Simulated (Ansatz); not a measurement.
Input file:

```
crystal:
  lattice:
    - [5.0262972877, -5.0262972877, 0.0]
    - [-5.0262972877, -5.0262972877, 0.0]
    - [0.0, 0.0, -7.3717413094]
  atoms:
    - { symbol: Hf, position: [0.5, 0.5, 0.0] }
    - { symbol: Si, position: [0.0, 0.5, 0.5] }
    - { symbol: Si, position: [0.0, 1.0, 1.0] }
    - { symbol: Si, position: [0.5, 1.0, 0.5] }
    - { symbol: Si, position: [0.75, 0.25, 0.25] }
    - { symbol: Si, position: [0.25, 0.25, 0.75] }
    - { symbol: Si, position: [0.25, 0.75, 0.25] }
    - { symbol: Si, position: [0.75, 0.75, 0.75] }
    - { symbol: O, position: [0.9212393059, 0.3287606941, 0.375] }
    - { symbol: O, position: [0.4212393059, 0.3287606941, 0.875] }
    - { symbol: O, position: [0.4212393059, 0.8287606941, 0.375] }
    - { symbol: O, position: [0.9212393059, 0.8287606941, 0.875] }
    - { symbol: O, position: [0.8287606941, 0.0787606941, 0.125] }
    - { symbol: O, position: [0.3287606941, 0.0787606941, 0.625] }
    - { symbol: O, position: [0.3287606941, 0.5787606941, 0.125] }
    - { symbol: O, position: [0.8287606941, 0.5787606941, 0.625] }
    - { symbol: O, position: [0.6712393059, 0.4212393059, 0.125] }
    - { symbol: O, position: [0.1712393059, 0.4212393059, 0.625] }
    - { symbol: O, position: [0.1712393059, 0.9212393059, 0.125] }
    - { symbol: O, position: [0.6712393059, 0.9212393059, 0.625] }
    - { symbol: O, position: [0.5787606941, 0.1712393059, 0.375] }
    - { symbol: O, position: [0.0787606941, 0.1712393059, 0.875] }
    - { symbol: O, position: [0.0787606941, 0.6712393059, 0.375] }
    - { symbol: O, position: [0.5787606941, 0.6712393059, 0.875] }
  host:
    lattice:
      - [-2.5131486438, 2.5131486438, 3.6858706547]
      - [2.5131486438, -2.5131486438, 3.6858706547]
      - [2.5131486438, 2.5131486438, -3.6858706547]
    atoms:
      - { symbol: Si, position: [0.0, 0.0, 0.0] }
      - { symbol: Si, position: [0.75, 0.25, 0.5] }
      - { symbol: O, position: [0.375, 0.2174786118, 0.3424786118] }
      - { symbol: O, position: [0.9674786118, 0.625, 0.8424786118] }
      - { symbol: O, position: [0.7825213882, 0.125, 0.1575213882] }
      - { symbol: O, position: [0.875, 0.0325213882, 0.6575213882] }
basis:
  ecutwfc: 420
  xc_grid: 2
kpoints:
  mp_grid: { grid: [2, 2, 2], shift: [0.5, 0.5, 0.5] }
hamiltonian:
  xc: pbe
scf:
  occupations: { method: gaussian, width: 0.02 }
output:
  forces: true
  stress: false
  eigenvalues: true
  charged_corrections: { defect_position: [0.5, 0.5, 0.0] }
  write_density: true
  write_potential: true
  elf: true
  volumetric_format: npy
relax:
  adjacent_minimum: "off"
  f_tol: 0.03
  max_steps: 40
```

Run with:

```sh
ansatz run input.yaml --threads 8 --pin off --max-ram 16384MiB --backend cpu --events-out ev --progress --plain --runs-dir out
```

The fields are those of the relaxed geometry.

Method: DFT PBE, scalar-relativistic, plane waves, PAW (Ansatz).

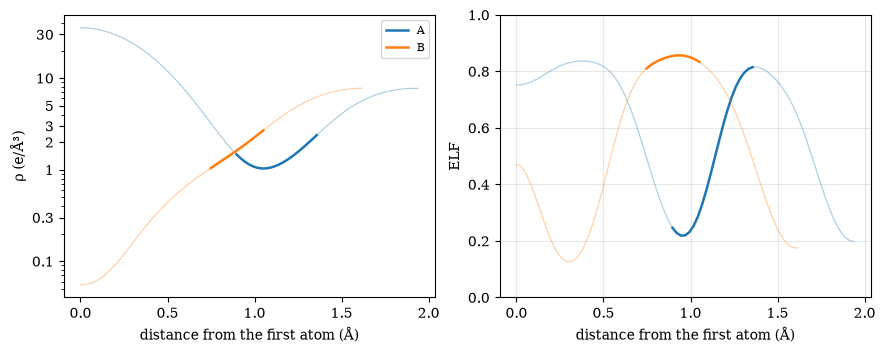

HfSi₇O₁₆ (cell with a defect). Valence charge density (pseudo) and electron localisation function along straight lines between neighbouring atoms. Thin, pale parts lie inside the atomic spheres.

Core electrons are frozen (PAW), and the valence fields are smoothed inside the atomic spheres.

Question: Which curve belongs to which contact (Hf–O and Si–O)? The first atom named is at distance zero.

Answer: Curve A: Hf–O (1.94 Å): the density is about 1.1 e/Å³ at the midpoint; the ELF peaks at about 0.80 in the valence shell of O, 0.6 Å from its nucleus, and drops to about 0.20 between the two atoms (no shared electron pair shows on this line). Curve B: Si–O (1.62 Å): ρ at the midpoint is about 1.2 e/Å³; the ELF peaks at about 0.85 between the atoms: a polar covalent bond.
